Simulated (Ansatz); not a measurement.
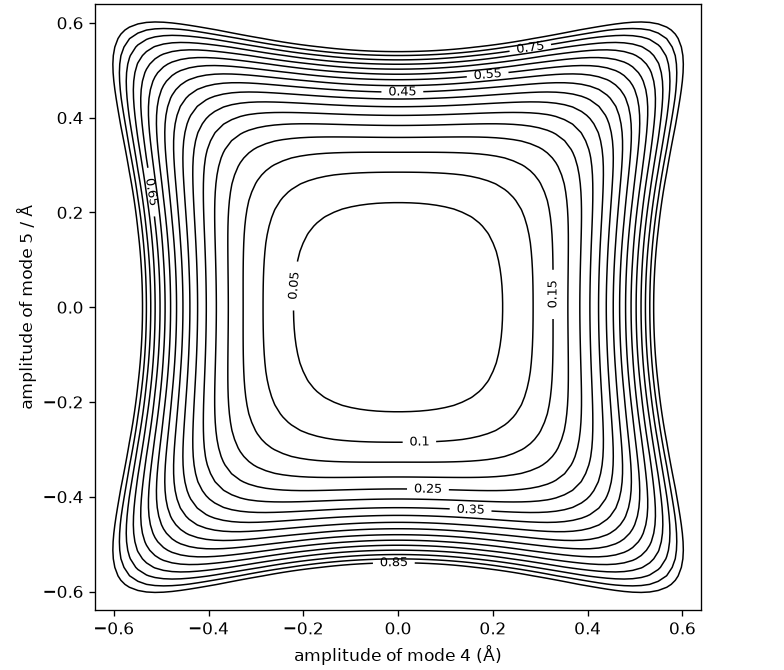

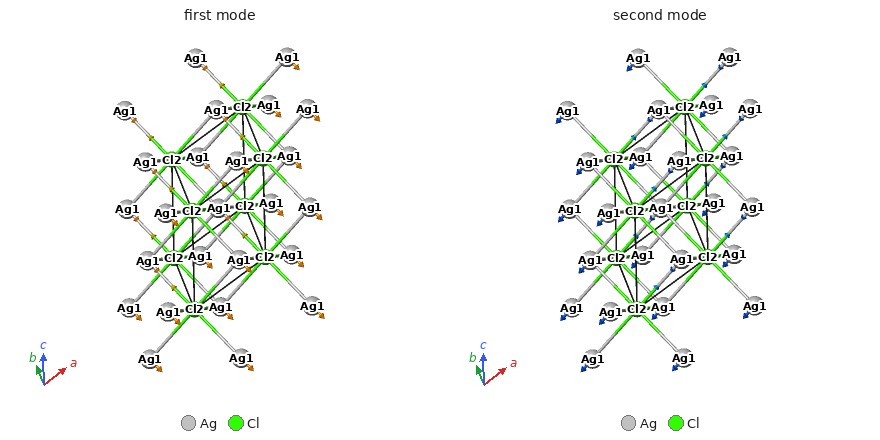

Energy landscape of AgCl (Fm-3m, No. 225; 2 atoms in the cell). The energy is mapped over two normal modes frozen in (zone-centre modes of the 2-atom cell of this scan). The first coordinate is: amplitude of mode 4 (92 cm⁻¹), largest displacement; the second: amplitude of mode 5 (92 cm⁻¹), largest displacement. Nothing is relaxed (the cell and all other modes fixed). Grid: 11 × 11 points; 21 points were computed and 100 follow by symmetry. Points are written as (first, second). Energies: eV per cell, counted from the lowest grid point. All numbers below come from DFT PBE, scalar-relativistic, plane waves, PAW in Ansatz. Settings: cutoff 420 eV, k-mesh 8×8×8, gaussian smearing 0.05 eV, no spin polarisation.

The picture shows contour lines labelled in eV (none above 0.85). Between grid points the surface is interpolated. The second picture is the structure at the lowest point

Where are the wells?

The lowest grid point is at (0.000 Å, 0.000 Å). It is the only kind of minimum in the scanned range. The highest grid point, (−0.639 Å, 0.000 Å), lies 1.71 eV above the lowest. The gap on the k-mesh is 0.9 eV at the lowest point and runs from 0.9 to 2.5 eV over the map.

Each point was launched as `ansatz run input.yaml --threads 1 --pin off --max-ram 2048MiB --backend cpu --events-out ev --progress --plain --runs-dir out`. The whole map (21 points run) took 2.5 min on 1 thread of Arm Neoverse V1 (shared host).
